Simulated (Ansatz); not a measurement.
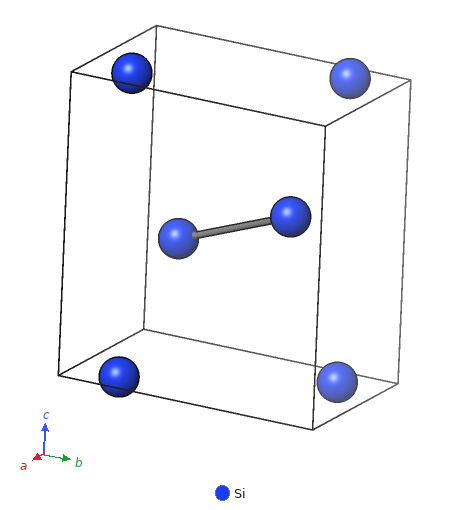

This ball-and-stick model is shown slightly off an axis. The lines enclose the simulation cell; boundary atoms appear with their images.

Full input:
```yaml
crystal:
  lattice:
    - [-3.2256809613, 3.2256809613, 1.92238566]
    - [3.2256809613, -3.2256809613, 1.92238566]
    - [3.2256809613, 3.2256809613, -1.92238566]
  atoms:
    - { symbol: Si, position: [0.17880106, 0.17880106, 0.35760212] }
    - { symbol: Si, position: [0.82119894, 0.82119894, 0.64239788] }
    - { symbol: Si, position: [0.17880106, 0.82119894, 0.0] }
    - { symbol: Si, position: [0.82119894, 0.17880106, 0.0] }
basis:
  ecutwfc: 500
kpoints:
  mp_grid: { grid: [10, 10, 10] }
hamiltonian:
  xc: r2scan
scf:
  occupations: { method: gaussian, width: 0.03 }
output:
  forces: true
  stress: true
  eigenvalues: true
```
Run as:
```sh
ansatz run input.yaml --threads 1 --pin off --max-ram 2560MiB --backend cpu --events-out ev --progress --plain --runs-dir out
```

The calculation used Ansatz 0.2.0, DFT r2SCAN, scalar-relativistic, plane waves, PAW, with wavefunction cutoff 500 eV, k-point mesh 10×10×10, Gaussian smearing of 0.03 eV, no spin polarisation.

Does it come out as a metal, or with a gap?

A semiconductor at this level, with a gap of 0.11 eV on the k-mesh (the true edges may lie between mesh points, so the gap can be somewhat smaller).

Would the cell expand or shrink if it could?

The computed pressure is 6.3 GPa (compressed: it would expand). The stress isn't hydrostatic: its largest component is 8.4 GPa.

The structure was taken from a structure listed in the Materials Project. The cell was then strained or its atoms displaced on purpose. It was run through Ansatz as a DFT input.

At this level of theory the run's own cell isn't at rest (compressed, at 6 GPa), so its distances can differ from those at equilibrium, the more so the softer the solid.
